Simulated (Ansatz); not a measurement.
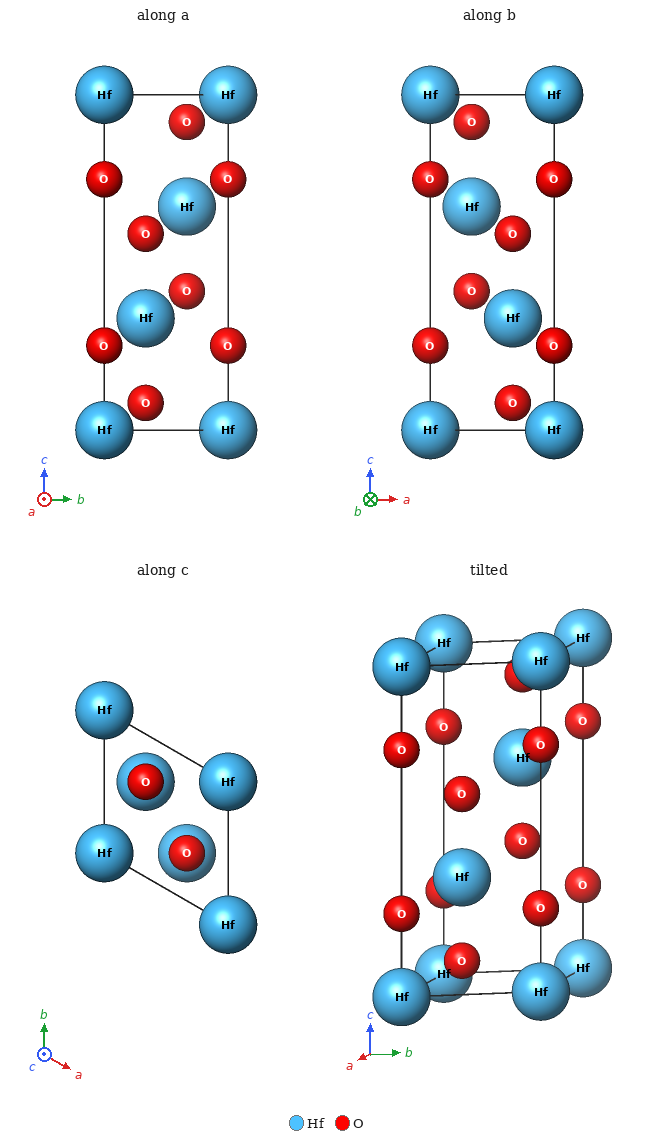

A spheres-only rendering, viewed along the a axis, along the b axis, along the c axis and slightly off an axis. The parallelepiped is the conventional unit cell.

Lattice parameters: a = 3.6483 Å, b = 3.6483 Å, c = 8.5596 Å, α = 90.000°, β = 90.000°, γ = 120.000°.

Reconstruct the structure as a CIF in P1 with every atom of the cell, with free fractional coordinates to two decimals.

```cif
data_structure
_symmetry_space_group_name_H-M 'P 1'
_symmetry_Int_Tables_number 1
_cell_length_a 3.6483
_cell_length_b 3.6483
_cell_length_c 8.5596
_cell_angle_alpha 90.000
_cell_angle_beta 90.000
_cell_angle_gamma 120.000
_cell_volume 98.67
loop_
_atom_site_label
_atom_site_type_symbol
_atom_site_fract_x
_atom_site_fract_y
_atom_site_fract_z
_atom_site_occupancy
Hf1 Hf 0.00 0.00 0.00 1
O1 O 0.3333 0.6667 0.92 1
O2 O 0.3333 0.6667 0.41 1
Hf2 Hf 0.6667 0.3333 0.3333 1
O3 O 0.00 0.00 0.25 1
O4 O 0.00 0.00 0.75 1
Hf3 Hf 0.3333 0.6667 0.6667 1
O5 O 0.6667 0.3333 0.59 1
O6 O 0.6667 0.3333 0.08 1
```

Its origin is a structure type filled with these elements by a generator (whether the compound takes this form wasn't checked). Earlier steps of the study may have refined or changed the cell and positions. It was the input of a calculation with Ansatz.
